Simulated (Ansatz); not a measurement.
# Nudged elastic band of W₁₆C (part 3 of 3)

W₁₆C (defect cell, 17 atoms in the cell); DFT PBE, scalar-relativistic, plane waves, PAW, PAW set soft_1, no spin polarisation (Ansatz 0.2.0); cutoff 420 eV, 3×3×3 k-mesh, Gaussian smearing of 0.05 eV. It belongs to a series of runs on one base structure; here: band between the two ends.

Geometry of the input (Å; fractional positions):
```
6.3200  0.0000  0.0000
0.0000  6.3200  0.0000
0.0000  0.0000  6.3200
W  0.0172  -0.0106  0.0003
W  0.4973  -0.0104  0.0004
W  0.0172  0.5092  0.0003
W  0.0048  0.0015  0.5004
W  0.2573  0.2492  0.2482
W  0.4971  0.5091  0.0004
W  0.5098  0.0017  0.5004
W  0.7575  0.2494  0.2018
W  0.0051  0.4971  0.5004
W  0.2574  0.7494  0.2545
W  0.2573  0.2492  0.7524
W  0.5097  0.4970  0.5004
W  0.7572  0.7493  0.2479
W  0.7574  0.2493  0.7993
W  0.2574  0.7494  0.7463
W  0.7572  0.7492  0.7528
C  0.7574  0.2493  0.5005
```

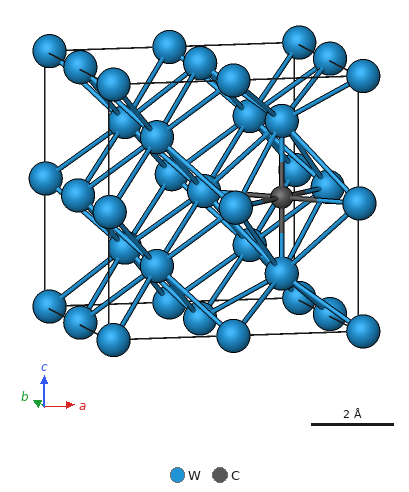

**Figure 1.** The starting structure (ball-and-stick view of the cell of the calculation, seen slightly off an axis). An atom can appear more than once, as a periodic image.

## Output, continued
```
  k-point 13: bands = ["-51.1354", "-51.1075", "-51.1030", "-51.0799", "-51.0632", "-51.0600", "-51.0451", "-51.0132", "-50.9971", "-50.9914", "-50.9875", "-50.9811", "-50.9485", "-50.9100", "-50.9081", "-50.8737", "-15.9953", "-15.9440", "-15.9072", "-15.8910", "-15.8446", "-15.8204", "-15.8131", "-15.7959", "-15.7771", "-15.7654", "-15.7427", "-15.7153", "-15.6835", "-15.6501", "-15.5887", "-15.5655", "-15.5391", "-15.5318", "-15.5214", "-15.4806", "-15.4619", "-15.4399", "-15.4169", "-15.2926", "-15.2593", "-15.1340", "-15.1237", "-15.0937", "-15.0846", "-15.0767", "-15.0725", "-15.0369", "-15.0202", "-15.0077", "-14.9834", "-14.9637", "-14.9278", "-14.9069", "-14.8999", "-14.8762", "-14.8241", "-14.8180", "-14.8108", "-14.7952", "-14.7767", "-14.7245", "-14.7218", "-14.6636", "10.5381", "15.0443", "15.6103", "15.9343", "16.2856", "16.6519", "16.8235", "17.2232", "17.5199", "17.5682", "17.7091", "18.0424", "18.1554", "18.2397", "18.3099", "18.4166", "18.6462", "18.7180", "18.7445", "18.8729", "18.9737", "19.0239", "19.2993", "19.3582", "19.5427", "19.5706", "19.6759", "19.7310", "19.7981", "19.8880", "19.9489", "19.9960", "20.1275", "20.1652", "20.3047", "20.3428", "20.3729", "20.4519", "20.4836", "20.5682", "20.6042", "20.7020", "20.7234", "20.7698", "20.8554", "20.9322", "21.0009", "21.5906", "22.5144", "22.6712", "23.1945", "23.8777", "24.0020", "24.0755", "24.1978", "24.2384", "24.2931", "24.3192", "24.6373", "24.6999", "24.8527", "24.9203", "24.9430", "25.1008", "25.1561", "25.2575", "25.4715", "25.5459", "25.6524", "25.6717", "25.7238", "25.7649", "25.8218"]
this run last wrote the band of iteration 7 to [file]
--- NEB band (7 images, 7 band iterations, 406 SCF iterations) ---
  forward barrier  = 1.564688 eV
  backward barrier = 1.564840 eV
  lagrangian_above_aufbau_ev (what the smearing adds, to first order; not taken off the barriers): saddle image -0.006888 eV, end points -0.003182 and -0.003273 eV
  climbing image's point = a first-order saddle point (lowest curvatures found: -6.94 and 4.63 eV/Å²)
  energies are F+E_penalty+E_count in eV, relative to image 0
  image     s (Å)  Δ vs image 0  max|band force component| (eV/Å)
      0    0.0000      0.000000                                 —
      1    0.2875      0.369470                          1.676e-2
      2    0.5751      1.152596                          2.220e-2
  *   3    0.8629      1.564688                          2.179e-2
      4    1.1519      1.156676                          1.428e-2
      5    1.4409      0.370057                          1.249e-2
      6    1.7299     -0.000152                                 —
  saddle-point geometry (image 3):
  cell:  # Å, volume = 252.4360 Å³
    - [6.32, 0.0, 0.0]
    - [0.0, 6.32, 0.0]
    - [0.0, 0.0, 6.32]
  atoms:
    - { symbol: W, position: [0.006420938434991444, -0.005287493757979596, -0.0032989048514503083] }
    - { symbol: W, position: [0.49318222995739724, -0.0031935416879292676, -0.003304480673891698] }
    - { symbol: W, position: [0.006372454062487889, 0.5046628283174743, -0.003252205570407339] }
    - { symbol: W, position: [0.006534738309238046, -0.03156061247243119, 0.49671755143692653] }
    - { symbol: W, position: [0.253524577211627, 0.24995126496283257, 0.24863265210027796] }
    - { symbol: W, position: [0.4932691872746112, 0.5026391888556306, -0.0032581182052830405] }
    - { symbol: W, position: [0.5038473477742041, 0.0013525824206692785, 0.49676802890523225] }
    - { symbol: W, position: [0.7504847658815118, 0.24959814957960202, 0.21523246939232538] }
    - { symbol: W, position: [0.006888114944685844, 0.5312913663040455, 0.49681860881137985] }
    - { symbol: W, position: [0.26399099581414986, 0.7498241726343826, 0.24386048012561565] }
    - { symbol: W, position: [0.2535029977629161, 0.249964019727912, 0.7448382993802528] }
    - { symbol: W, position: [0.50413901437677, 0.4980325729761909, 0.49679038701998024] }
    - { symbol: W, position: [0.7510046887676274, 0.7497190645405405, 0.24153726876900594] }
    - { symbol: W, position: [0.7504632148196648, 0.2497124219106624, 0.7781459073347494] }
    - { symbol: W, position: [0.263978833323177, 0.7498584978159278, 0.7496324132920137] }
    - { symbol: W, position: [0.7509975951865452, 0.749765330734152, 0.7518484376708364] }
    - { symbol: C, position: [0.8784044660983951, 0.25016820713831756, 0.49670203006243596] }
```

## The last band as extended XYZ (Å, eV, eV/Å)
```
17
Lattice="6.3200 0.0000 0.0000 0.0000 6.3200 0.0000 0.0000 0.0000 6.3200" Properties=species:S:1:pos:R:3:forces:R:3 image=0 energy=-166422.88770
W     0.1086   -0.0671    0.0022    0.0062  -0.0021   0.0076
W     3.1431   -0.0657    0.0023    0.0020  -0.0213   0.0081
W     0.1087    3.2183    0.0021    0.0097   0.0057   0.0035
W     0.0302    0.0093    3.1625    0.0175   0.0107  -0.0032
W     1.6264    1.5752    1.5684   -0.0052   0.0089  -0.0138
W     3.1420    3.2172    0.0023    0.0196   0.0155   0.0037
W     3.2218    0.0105    3.1624   -0.0144  -0.0028  -0.0032
W     4.7872    1.5764    1.2753   -0.0110  -0.0068  -0.0094
W     0.0320    3.1414    3.1624   -0.0091  -0.0060   0.0002
W     1.6267    4.7363    1.6082   -0.0119  -0.0121  -0.0034
W     1.6262    1.5752    4.7553   -0.0034   0.0109   0.0286
W     3.2215    3.1413    3.1624   -0.0044  -0.0061  -0.0007
W     4.7855    4.7356    1.5668    0.0111  -0.0008   0.0159
W     4.7867    1.5753    5.0513   -0.0045   0.0106  -0.0065
W     1.6269    4.7365    4.7165   -0.0154  -0.0166   0.0018
W     4.7854    4.7350    4.7580    0.0125   0.0067  -0.0171
C     4.7868    1.5755    3.1635    0.0006   0.0057  -0.0120
17
Lattice="6.3200 0.0000 0.0000 0.0000 6.3200 0.0000 0.0000 0.0000 6.3200" Properties=species:S:1:pos:R:3:forces:R:3 image=1 energy=-166422.51823
W     0.0726   -0.0571   -0.0055    0.2210  -0.0957   0.0030
W     3.1188   -0.0523   -0.0054    0.1126  -0.1244   0.0018
W     0.0725    3.2095   -0.0051    0.2226   0.1049  -0.0003
W     0.0589   -0.0521    3.1546    0.0094   0.6005   0.0006
W     1.6229    1.5775    1.5682    0.1313  -0.0149  -0.0947
W     3.1193    3.2049   -0.0052    0.1053   0.1326   0.0005
W     3.2199    0.0163    3.1549    0.2252   0.0269  -0.0034
W     4.7678    1.5761    1.2883    0.1928   0.0008  -0.3063
W     0.0597    3.2055    3.1549    0.0119  -0.5906  -0.0029
W     1.6367    4.7368    1.5833   -0.0440   0.0019   0.1486
W     1.6228    1.5775    4.7413    0.1325  -0.0150   0.0957
W     3.2212    3.1368    3.1549    0.2149  -0.0266  -0.0038
W     4.7676    4.7362    1.5564    0.1718   0.0093   0.0676
W     4.7677    1.5765    5.0211    0.1931  -0.0040   0.3144
W     1.6366    4.7368    4.7262   -0.0418   0.0008  -0.1477
W     4.7676    4.7364    4.7530    0.1718   0.0073  -0.0654
C     5.0450    1.5781    3.1549   -2.0305  -0.0138  -0.0077
17
Lattice="6.3200 0.0000 0.0000 0.0000 6.3200 0.0000 0.0000 0.0000 6.3200" Properties=species:S:1:pos:R:3:forces:R:3 image=2 energy=-166421.73510
W     0.0523   -0.0439   -0.0132    0.1771  -0.0923   0.0027
W     3.1128   -0.0355   -0.0132    0.0461  -0.1284   0.0055
W     0.0520    3.1984   -0.0128    0.1826   0.1040   0.0008
W     0.0641   -0.1232    3.1470    0.2907   0.6997  -0.0014
W     1.6144    1.5786    1.5702    0.1793  -0.0165  -0.0967
W     3.1136    3.1899   -0.0130    0.0354   0.1391   0.0045
W     3.1984    0.0141    3.1472    0.2062   0.0674  -0.0053
W     4.7523    1.5769    1.3179    0.1598  -0.0005  -0.4820
W     0.0660    3.2796    3.1475    0.2783  -0.7070  -0.0072
W     1.6516    4.7377    1.5580   -0.0769   0.0048   0.0832
W     1.6142    1.5786    4.7238    0.1808  -0.0166   0.0981
W     3.2008    3.1405    3.1473    0.1897  -0.0659  -0.0057
W     4.7564    4.7373    1.5423    0.1675   0.0072   0.0977
W     4.7520    1.5775    4.9759    0.1636  -0.0068   0.4870
W     1.6515    4.7377    4.7363   -0.0769   0.0039  -0.0863
W     4.7564    4.7375    4.7514    0.1668   0.0063  -0.0922
C     5.3010    1.5790    3.1469   -2.2702   0.0014  -0.0026
17
Lattice="6.3200 0.0000 0.0000 0.0000 6.3200 0.0000 0.0000 0.0000 6.3200" Properties=species:S:1:pos:R:3:forces:R:3 image=3 energy=-166421.32301
W     0.0406   -0.0334   -0.0208   -0.0059   0.0081   0.0013
W     3.1169   -0.0202   -0.0209    0.0048   0.0030   0.0046
W     0.0403    3.1895   -0.0206   -0.0021   0.0118   0.0003
W     0.0413   -0.1995    3.1393    0.0149   0.0160  -0.0002
W     1.6023    1.5797    1.5714   -0.0119  -0.0218  -0.0165
W     3.1175    3.1767   -0.0206    0.0011   0.0036   0.0018
W     3.1843    0.0085    3.1396    0.0009   0.0112  -0.0069
W     4.7431    1.5775    1.3603    0.0004   0.0015  -0.0074
W     0.0435    3.3578    3.1399    0.0071   0.0090  -0.0075
W     1.6684    4.7389    1.5412    0.0065   0.0031  -0.0004
W     1.6021    1.5798    4.7074   -0.0103  -0.0216   0.0178
W     3.1862    3.1476    3.1397   -0.0094  -0.0018  -0.0075
W     4.7463    4.7382    1.5265    0.0006   0.0031   0.0182
W     4.7429    1.5782    4.9179    0.0019  -0.0065   0.0156
W     1.6683    4.7391    4.7377    0.0075   0.0009   0.0002
W     4.7463    4.7385    4.7517   -0.0002   0.0021  -0.0096
C     5.5515    1.5811    3.1392   -0.0060  -0.0218  -0.0040
17
Lattice="6.3200 0.0000 0.0000 0.0000 6.3200 0.0000 0.0000 0.0000 6.3200" Properties=species:S:1:pos:R:3:forces:R:3 image=4 energy=-166421.73102
W     0.0305   -0.0239   -0.0285   -0.1745   0.0757   0.0012
W     3.1341   -0.0098   -0.0285    0.0817   0.0846   0.0026
W     0.0305    3.1822   -0.0283   -0.1750  -0.0625  -0.0004
W     0.0326   -0.2487    3.1315   -0.1509  -0.4673   0.0005
W     1.5875    1.5803    1.5701   -0.2090  -0.0119   0.0484
W     3.1343    3.1687   -0.0283    0.0792  -0.0810   0.0001
W     3.1722    0.0010    3.1318   -0.1883  -0.0698  -0.0036
W     4.7204    1.5788    1.4294   -0.2739   0.0060   0.7124
W     0.0340    3.4095    3.1321   -0.1619   0.4750  -0.0053
W     1.6721    4.7398    1.5191   -0.0261   0.0010  -0.1330
W     1.5877    1.5803    4.6937   -0.2087  -0.0118  -0.0508
W     3.1732    3.1574    3.1319   -0.1978   0.0797  -0.0041
W     4.7343    4.7392    1.5092   -0.1795   0.0044  -0.0801
W     4.7206    1.5794    4.8332   -0.2749  -0.0006  -0.7069
W     1.6721    4.7400    4.7443   -0.0249  -0.0006   0.1329
W     4.7342    4.7396    4.7537   -0.1797   0.0021   0.0870
C     5.8035    1.5812    3.1313    2.2643  -0.0228  -0.0009
17
Lattice="6.3200 0.0000 0.0000 0.0000 6.3200 0.0000 0.0000 0.0000 6.3200" Properties=species:S:1:pos:R:3:forces:R:3 image=5 energy=-166422.51764
W     0.0184   -0.0164   -0.0362   -0.1691   0.0445   0.0012
W     3.1488    0.0091   -0.0362    0.0515   0.1472   0.0031
W     0.0185    3.1774   -0.0361   -0.1709  -0.0390  -0.0001
W     0.0178   -0.2852    3.1239   -0.1894  -0.3093   0.0001
W     1.5664    1.5811    1.5650   -0.2330  -0.0054   0.0108
W     3.1491    3.1519   -0.0361    0.0473  -0.1459   0.0015
W     3.1635   -0.0075    3.1240   -0.1368  -0.0681  -0.0027
W     4.7262    1.5800    1.4949   -0.0035   0.0069   0.5986
W     0.0181    3.4478    3.1241   -0.1925   0.3035  -0.0028
W     1.6665    4.7408    1.4953   -0.1018   0.0005  -0.1287
W     1.5669    1.5811    4.6836   -0.2347  -0.0051  -0.0164
W     3.1640    3.1685    3.1241   -0.1417   0.0731  -0.0033
W     4.7139    4.7403    1.4898   -0.2250   0.0037  -0.0914
W     4.7269    1.5804    4.7523   -0.0092   0.0029  -0.5926
W     1.6663    4.7409    4.7528   -0.0996  -0.0007   0.1276
W     4.7139    4.7407    4.7579   -0.2253   0.0007   0.0954
C     6.0607    1.5814    3.1235    2.0336  -0.0096  -0.0002
17
Lattice="6.3200 0.0000 0.0000 0.0000 6.3200 0.0000 0.0000 0.0000 6.3200" Properties=species:S:1:pos:R:3:forces:R:3 image=6 energy=-166422.88785
W    -0.0001   -0.0131   -0.0436   -0.0001   0.0042  -0.0040
W     3.1599    0.0269   -0.0437    0.0001   0.0145  -0.0022
W    -0.0001    3.1768   -0.0436   -0.0001  -0.0061  -0.0044
W    -0.0001   -0.3067    3.1162   -0.0002   0.0106   0.0016
W     1.5647    1.5817    1.5510    0.0079   0.0003  -0.0029
W     3.1599    3.1365   -0.0438    0.0000  -0.0132  -0.0006
W     3.1599   -0.0123    3.1161   -0.0001  -0.0113   0.0017
W     4.7551    1.5817    1.5510   -0.0074   0.0003  -0.0024
W    -0.0001    3.4701    3.1163   -0.0001  -0.0091   0.0005
W     1.6428    4.7417    1.4736   -0.0043  -0.0001   0.0005
W     1.5650    1.5817    4.6815    0.0014   0.0002   0.0017
W     3.1599    3.1759    3.1161    0.0000   0.0093   0.0013
W     4.6769    4.7417    1.4735    0.0048  -0.0001   0.0010
W     4.7548    1.5817    4.6814   -0.0016   0.0001   0.0024
W     1.6429    4.7417    4.7588   -0.0066  -0.0001   0.0014
W     4.6769    4.7417    4.7588    0.0063  -0.0001   0.0014
C     6.3199    1.5817    3.1161    0.0000   0.0005   0.0030
```

## Key numbers

| quantity | value |
| --- | --- |
| outcome | converged |
| barrier, forward | 1.565 eV |
| barrier, backward | 1.565 eV |
| electrons treated | 228 |
| hardware | 4 threads of INTEL XEON PLATINUM @ 2.10GHz (Emerald Rapids), 24 GiB of memory available, shared host |
| wall time | 9.6 min (CPU time 28 min) |
| peak memory | 3.3 GiB |

## Notes

Spin–orbit coupling is left out, which matters for W.
